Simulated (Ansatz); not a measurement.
```xyz
8
Lattice="5.9743 0.0000 0.0000 0.0000 5.9743 0.0000 0.0000 0.0000 5.9743" Properties=species:S:1:pos:R:3 pbc="T T T"
Pb    0.0000    0.0000    0.0000
Pb    2.9872    2.9872    0.0000
Pb    2.9872    0.0000    2.9872
Pb    0.0000    2.9872    2.9872
S     2.9872    0.0000    0.0000
S     0.0000    2.9872    0.0000
S     0.0000    0.0000    2.9872
S     2.9872    2.9872    2.9872
```

Space group Fm-3m.

These are results of DFT r2SCAN, scalar-relativistic, plane waves, PAW (Ansatz 0.2.0), not measurements.

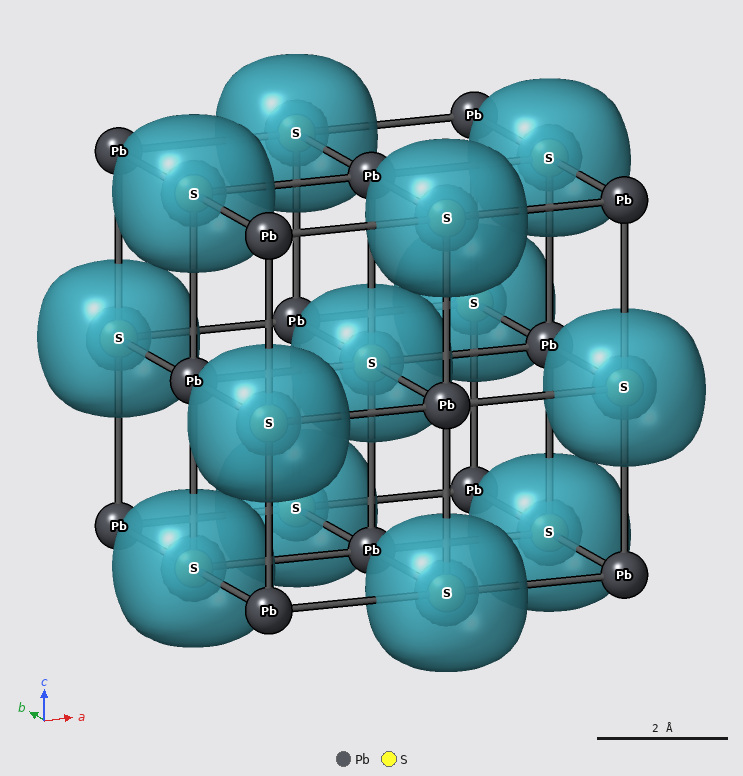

PbS. Isosurface of the electron localisation function at 0.65 (cyan), seen slightly off an axis. Core shells and regions of very low density are left out. Sticks mark near contacts.

In a PAW calculation such maps are meaningful between the atoms, not at the nuclei.

Identify the bonds, lone pairs and shells in this picture.

Answer. The ELF exceeds this value in four regions wrapped around S (the valence shell of each), counted in one cell of 8 atoms. Regions shared between cells count once.

Values along the shortest contacts:
Pb–S (2.99 Å): the ELF peaks at about 0.85 in the valence shell of S, 0.8 Å from its nucleus, and drops to about 0.20 between the two atoms.

Does the calculation give a band gap?

Answer. It is gapped, with a Kohn–Sham gap of 0.69 eV on the k-point mesh (the band edges may lie off the mesh, which would make the gap smaller).
